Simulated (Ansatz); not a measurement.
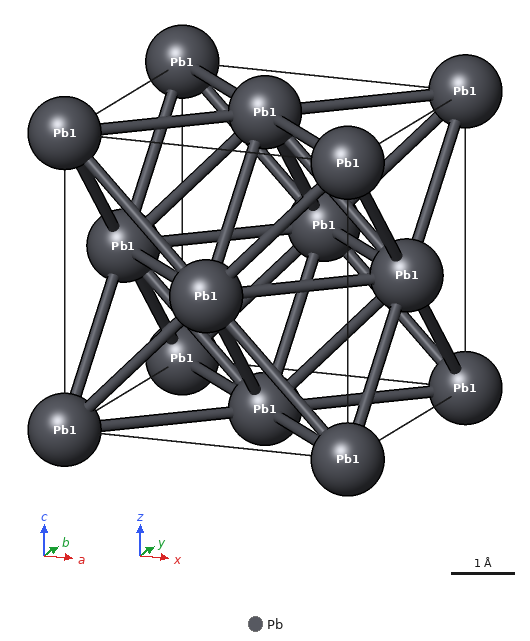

Crystalline Pb (Fm-3m): the cell is strained equally along x and y and separately along z, with the atoms kept at their fractional coordinates. x, y and z are the Cartesian axes of the input. The picture shows the reference cell. The picture is a ball-and-stick view of the conventional cell (4 times the calculation's cell), seen slightly off an axis. Lengths and directions refer to the drawn axes.

Computed with Ansatz 0.2.0, DFT PBE, scalar-relativistic, plane waves, PAW. (plane-wave cutoff 420 eV; k-point mesh 16 × 16 × 16; occupations gaussian; smearing width 0.15 eV; no spin polarisation). Energies (free energies at the smearing named) are counted from the cell as listed in its source, which wasn't relaxed.

The input:
```yaml
crystal:
  lattice:
    - [0.0, 2.4698, 2.4698]
    - [2.4698, 0.0, 2.4698]
    - [2.4698, 2.4698, 0.0]
  atoms:
    - { symbol: Pb, position: [0.0, 0.0, 0.0] }
basis:
  ecutwfc: 420
kpoints:
  mp_grid: { grid: [16, 16, 16] }
hamiltonian:
  xc: pbe
scf:
  occupations: { method: gaussian, width: 0.15 }
output:
  forces: true
  stress: true
  eigenvalues: true
```

Launched with:
```bash
ansatz run input.yaml --threads 1 --pin off --max-ram 2560MiB --backend cpu --events-out ev --progress --plain --runs-dir out
```

**Give the energy at each point on a grid with rows −0.050, −0.025, 0.000, 0.025, 0.050 and columns −0.050, −0.025, 0.000, 0.025, 0.050 (strain along x and y; strain along z).**

Rows: strain along x and y; columns: strain along z; values in meV/atom.

```csv
,−0.050,−0.025,0.000,0.025,0.050
−0.050,207.3,152.5,109.7,77.8,54.7
−0.025,106.4,67.8,39.0,19.3,7.2
0.000,42.3,16.7,0.0,−9.0,−11.4
0.025,7.9,−6.2,−13.0,−12.9,−7.2
0.050,−3.7,−7.2,−5.3,2.2,14.8
```

In pairs of (strain along x and y; strain along z): the lowest computed point lies at (0.025, 0.000) (−13.0 meV/atom), the highest at (−0.050, −0.050) (207.3 meV/atom). The valley is tilted: raising the in-plane strain is made harder by raising the strain along z (cross term 0.72 of the geometric mean of the two curvatures). Over the ranges scanned the energy rises more along the first axis, the in-plane strain. The pressure runs from −2.8 GPa at (0.050, 0.050) to 14.3 GPa at (−0.050, −0.050).

As a map, interpolated between the computed points (dots):

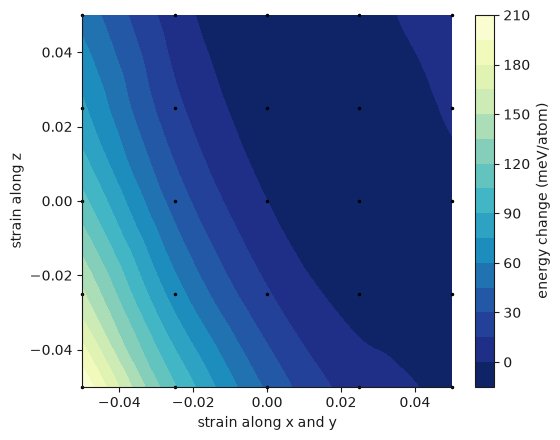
